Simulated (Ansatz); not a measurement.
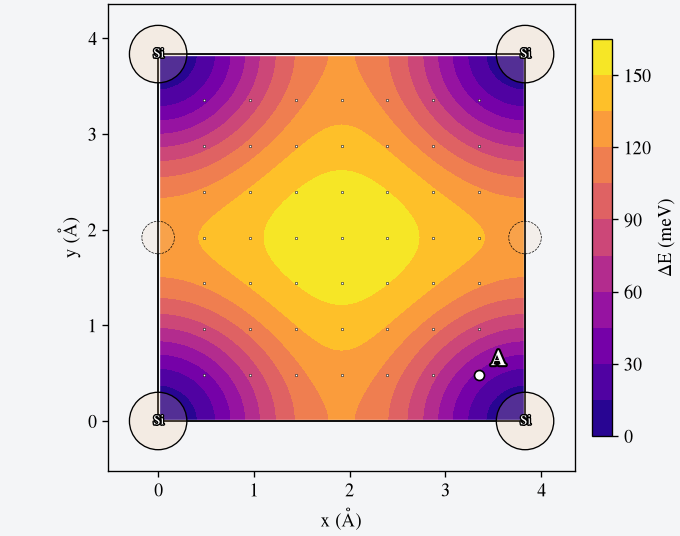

N on a Si(100) slab cut from the Fd-3m phase, its upper half relaxed before the scan (4 atoms of substrate and one adsorbate in a 1 × 1 cell). N is moved over the surface cell at a fixed height above a rigid substrate; the origin of the map has the adsorbate above Si4; the height is held at 3.00 Å. Places are given modulo a cell vector. The map is drawn in real space over the plane of the surface. The grid has 8 × 8 points; 25 points were computed and 39 follow by symmetry. Energies: meV, counted from the lowest grid point. With one adsorbate in each 1 × 1 cell, its nearest image is 3.8 Å away, so neighbouring adsorbates interact. At a fixed height the lowest place need not be the adsorption site. Level of theory: Ansatz, DFT PBE+D3(BJ), scalar-relativistic, plane waves, PAW. Settings: cutoff 420 eV, k-mesh 7×7×1, gaussian smearing 0.05 eV, spin-polarised.

The picture shows filled contours, dots at the grid points, labelled circles for the atoms of the top layer and small ones for the second layer, the outline of one cell of the plane, the point A. Between grid points the surface is interpolated.

**Which way does the force act at A, and how strong is it?**

A, at (7/8, 1/8) of the cell vectors, is not a stationary point. The computed force is 0.1 eV/Å in the plane, pointing down and right in the picture (components 0.07 and −0.08 eV/Å).

PAW datasets: the set soft_1.
